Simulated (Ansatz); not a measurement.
# Mending a single-point calculation on Rh

System: Rh (2 atoms in the cell).
Method of run A: DFT, PBE, plane waves, PAW, Ueff = -5 eV on Rh d, no spin polarisation (Ansatz 0.2.0).

The structure derives from a Materials Project entry. Some settings of this run were made unusual or wrong on purpose. Text and figures count atoms from 1; the logs count them from 0 in places.

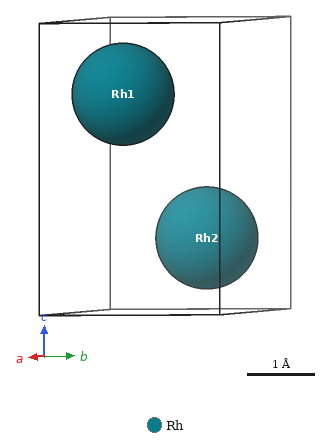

**Figure 1.** The structure as given in the input (spheres-only view of the cell of the calculation, seen at an oblique angle; atoms are numbered from 1 in the order of the input).

The input, run A:
```yaml
crystal:
  lattice:
    - [2.7247891234, 0.0, 0.0]
    - [-1.3623945617, 2.3597366008, 0.0]
    - [0.0, 0.0, 4.3848426969]
  atoms:
    - { symbol: Rh, position: [0.6666666667, 0.3333333333, 0.75] }
    - { symbol: Rh, position: [0.3333333333, 0.6666666667, 0.25] }
basis:
  ecutwfc: 420
kpoints:
  mp_grid: { grid: [24, 24, 14] }
hamiltonian:
  xc: pbe
  hubbard: { sites: [{ species: Rh, l: d, u_eff: -5.0 }] }
scf:
  occupations: { method: gaussian, width: 0.15 }
  max_iter: 50
output:
  forces: true
  eigenvalues: true
  stress: true
```

Command:
```bash
ansatz run input.yaml --threads 1 --pin off --max-ram 2560MiB --backend cpu --events-out ev --progress --plain --runs-dir out
```

Hardware: 1 thread of Intel Xeon Gold (Sapphire Rapids), 64 GiB of memory available, shared host.

Output, shortened to warnings, some set-up lines, iterations and results (run A):
```
Basis set: ecut = 420 eV, 549 PW (Γ), exchange–correlation on 40×40×60 points (8 copies of the dense FFT grid, shifted against one another)
Symmetry: 24 space group operations
k-points: 488 of 8064
Initial density: superposition of atomic densities (chi_scale 0.1, normalization cell)
[...]
SCF iter   1: F=—  HF=-12815.025800 eV  |F-HF|=—  |Δ(HF+E_count)|=         —  Δρ=1.37e-1  dr2=5.24e0  ethr=3.10e-3  ⟨swp⟩=4.4  Hψ=38419  notcnv=0
SCF iter   2: F=—  HF=-12813.693666 eV  |F-HF|=—  |Δ(HF+E_count)|=    1.33e0  Δρ=5.18e-2  dr2=7.18e-1  ethr=3.10e-3  ⟨swp⟩=2.1  Hψ=21143  notcnv=0  defer=1
SCF iter   3: F=—  HF=-12813.515719 eV  |F-HF|=—  |Δ(HF+E_count)|=   1.78e-1  Δρ=1.35e-2  dr2=1.97e-2  ethr=2.11e-3  ⟨swp⟩=2.0  Hψ=17265  notcnv=0  defer=1
SCF iter   4: F=—  HF=-12813.522089 eV  |F-HF|=—  |Δ(HF+E_count)|=   6.37e-3  Δρ=1.66e-3  dr2=3.62e-4  ethr=5.78e-5  ⟨swp⟩=2.9  Hψ=23890  notcnv=0  defer=1
SCF iter   5: F=—  HF=-12813.522041 eV  |F-HF|=—  |Δ(HF+E_count)|=   4.72e-5  Δρ=5.29e-4  dr2=3.62e-5  ethr=1.07e-6  ⟨swp⟩=2.4  Hψ=18730  notcnv=0  defer=1
SCF iter   6: F=—  HF=-12813.522029 eV  |F-HF|=—  |Δ(HF+E_count)|=   1.25e-5  Δρ=9.09e-5  dr2=7.70e-7  ethr=1.07e-7  ⟨swp⟩=2.1  Hψ=15285  notcnv=0  defer=1
SCF iter   7: F=—  HF=-12813.522029 eV  |F-HF|=—  |Δ(HF+E_count)|=   1.19e-7  Δρ=2.67e-5  dr2=1.27e-7  ethr=2.94e-10  ⟨swp⟩=5.0  Hψ=40510  notcnv=0
SCF iter   8: F=-12813.522029 eV  HF=-12813.522029 eV  |F-HF|=1.27e-11  |Δ(HF+E_count)|=   9.94e-9  Δρ=2.56e-6  dr2=8.31e-10  ethr=2.94e-10  ⟨swp⟩=4.7  Hψ=38121  notcnv=0
SCF 1 converged in 8 iterations: F = -12813.522029 eV  dr2 = 8.31e-10
SCF converged after 8 iterations
Free energy (F): -12813.522029 eV
Harris-Foulkes:  -12813.522029 eV  (|F-HF|=1.27e-11)
Internal energy: -12813.483356 eV  (E = F + TS)
E sigma→0 (E₀):  -12813.502693 eV
Entropy (-TS):   -0.038672 eV (-19.336 meV/atom)
Fermi energy:    22.926893 eV
--- Per-component energies (eV) ---
  E_band       = -177.155379
  E_kinetic    = 1140.981495
  E_local      = -3170.609087  (includes V_loc(G=0)·N_el)
  E_nonlocal   = 704.731591
  E_hartree    = 1109.299374
  E_xc         = -443.246450
  E_vxc        = -556.416599  (∫ρ·V_xc dr)
  E_hubbard    = -8.017572  (on-site DFT+U / exact-exchange correction)
  E_vhub       = 23.934611  (the Hubbard potential's part of the band-sum identity)
  E_paw        = -7171.360232  (= ΣΔE_a)
  E_vpaw       = -538.379357  (= ΣTr[D̂ρ^β])
  E_aug_tail   = 0.001715  (compensation charges beyond the density's cutoff)
  E_ewald      = -4975.264190
  E_smearing   = -0.038672  (= −TS)
  E_closure    = -0.000000  (closes the sum)
  Σ components = -12813.522029   (vs F -12813.522029, Δ=0.00e0)
--- Forces (eV/Å), atoms counted from 1 ---
  atom   1  Rh    -0.00000000     0.00000000     0.00000000
  atom   2  Rh     0.00000000    -0.00000000     0.00000000
  max |Σ_I F_I| component: 9.25e-18 eV/Å
--- Stress (GPa, compression-positive) ---
        2.087411      -0.000000       0.000000
        0.000000       2.087411       0.000000
        0.000000       0.000000       3.381072
  P = ⅓ Tr σ = 2.5186 GPa (25.186 kbar)
Occupation matrices written to [file]
```

**What should be changed in this input?**

The input was spoiled on purpose: an enormous or negative U (`hamiltonian.hubbard`). Such a U drives the occupations to unphysical values. The program still converged, but the numbers can't be taken as results for the intended system.

A run of the same system that converges differs from this input as follows (lines with − go, lines with + come):
```diff
-  hubbard: { sites: [{ species: Rh, l: d, u_eff: -5.0 }] }
-  max_iter: 50
+  write_density: true
+  write_potential: true
+  elf: true
+  volumetric_format: npy
```

Output, shortened to warnings, some set-up lines, iterations and results (run B):
```
Basis set: ecut = 420 eV, 549 PW (Γ), exchange–correlation on 40×40×60 points (8 copies of the dense FFT grid, shifted against one another)
Symmetry: 24 space group operations
k-points: 488 of 8064
Initial density: superposition of atomic densities (neutral atoms: chi_scale 0, normalization atom), corrected by the library's trained network
[...]
SCF iter   1: F=—  HF=-12805.717825 eV  |F-HF|=—  |Δ(HF+E_count)|=         —  Δρ=7.34e-3  dr2=2.46e-3  ethr=1.77e-3  ⟨swp⟩=4.6  Hψ=38624  notcnv=0
SCF iter   2: F=—  HF=-12805.720422 eV  |F-HF|=—  |Δ(HF+E_count)|=   2.60e-3  Δρ=4.10e-3  dr2=8.51e-4  ethr=7.25e-6  ⟨swp⟩=2.0  Hψ=18541  notcnv=0
SCF iter   3: F=—  HF=-12805.721071 eV  |F-HF|=—  |Δ(HF+E_count)|=   6.50e-4  Δρ=5.72e-4  dr2=7.14e-5  ethr=2.50e-6  ⟨swp⟩=2.0  Hψ=14407  notcnv=0
SCF iter   4: F=—  HF=-12805.721064 eV  |F-HF|=—  |Δ(HF+E_count)|=   7.05e-6  Δρ=1.94e-4  dr2=2.76e-6  ethr=2.10e-7  ⟨swp⟩=2.1  Hψ=14831  notcnv=0
SCF iter   5: F=—  HF=-12805.721066 eV  |F-HF|=—  |Δ(HF+E_count)|=   1.25e-6  Δρ=4.68e-5  dr2=4.84e-7  ethr=8.12e-9  ⟨swp⟩=2.0  Hψ=14731  notcnv=0
SCF iter   6: F=-12805.721065 eV  HF=-12805.721065 eV  |F-HF|=4.66e-8  |Δ(HF+E_count)|=   1.08e-7  Δρ=1.65e-5  dr2=6.33e-8  ethr=2.94e-10  ⟨swp⟩=7.1  Hψ=59855  notcnv=0
SCF 1 converged in 6 iterations: F = -12805.721065 eV  dr2 = 6.33e-8
SCF converged after 6 iterations
Free energy (F): -12805.721065 eV
Harris-Foulkes:  -12805.721065 eV  (|F-HF|=4.66e-8)
Internal energy: -12805.682828 eV  (E = F + TS)
E sigma→0 (E₀):  -12805.701947 eV
Entropy (-TS):   -0.038237 eV (-19.119 meV/atom)
Fermi energy:    21.781552 eV
--- Per-component energies (eV) ---
  E_band       = -190.718071
  E_kinetic    = 1145.648277
  E_local      = -3189.372426  (includes V_loc(G=0)·N_el)
  E_nonlocal   = 709.287146
  E_hartree    = 1121.238917
  E_xc         = -443.431918
  E_vxc        = -556.640405  (∫ρ·V_xc dr)
  E_paw        = -7173.790363  (= ΣΔE_a)
  E_vpaw       = -542.136568  (= ΣTr[D̂ρ^β])
  E_aug_tail   = 0.001728  (compensation charges beyond the density's cutoff)
  E_ewald      = -4975.264190
  E_smearing   = -0.038237  (= −TS)
  E_closure    = 0.000000  (closes the sum)
  Σ components = -12805.721065   (vs F -12805.721065, Δ=0.00e0)
--- Forces (eV/Å), atoms counted from 1 ---
  atom   1  Rh    -0.00000000     0.00000000     0.00000000
  atom   2  Rh    -0.00000000    -0.00000000     0.00000000
  max |Σ_I F_I| component: 1.39e-17 eV/Å
--- Stress (GPa, compression-positive) ---
       -0.050055       0.000000       0.000000
        0.000000      -0.050055       0.000000
        0.000000       0.000000       0.500308
  P = ⅓ Tr σ = 0.1334 GPa (1.334 kbar)
```

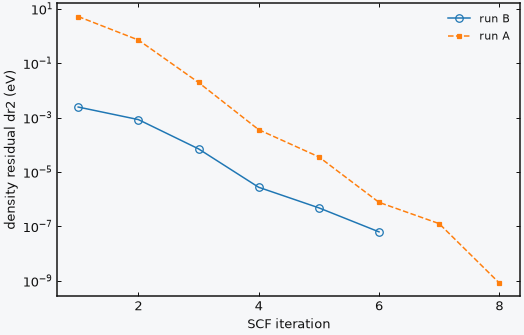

**Figure 2.** Convergence of the two runs: density residual dr2 against the SCF iteration. Run B takes 6 iterations in all, and run A takes 8.

The two runs side by side:

| quantity | run A | run B |
| --- | --- | --- |
| outcome | converged | converged |
| free energy per atom (eV) | −6406.7610 | −6402.8605 |
| energy per atom, smearing taken to zero (eV) | −6406.7513 | −6402.8510 |
| gap on the mesh (eV) | 0.00 | 0.00 |
| pressure (GPa) | 2.52 | 0.13 |
| largest force (eV/Å) | 0.000 | 0.000 |
| SCF iterations | 8 | 6 |
| irreducible k-points | 488 | 488 |
| plane waves at Γ | 549 | 549 |
| wall time (shared host) | 17 s | 12 s |

The total energies belong to different models, so their difference says nothing on which is more stable or more accurate. The pressure goes from 2.52 to 0.13 GPa. The SCF takes 6 iterations against 8. On the same kind of shared host run B took about 0.69 times as long. The two runs start from different initial densities, which also moves the count.
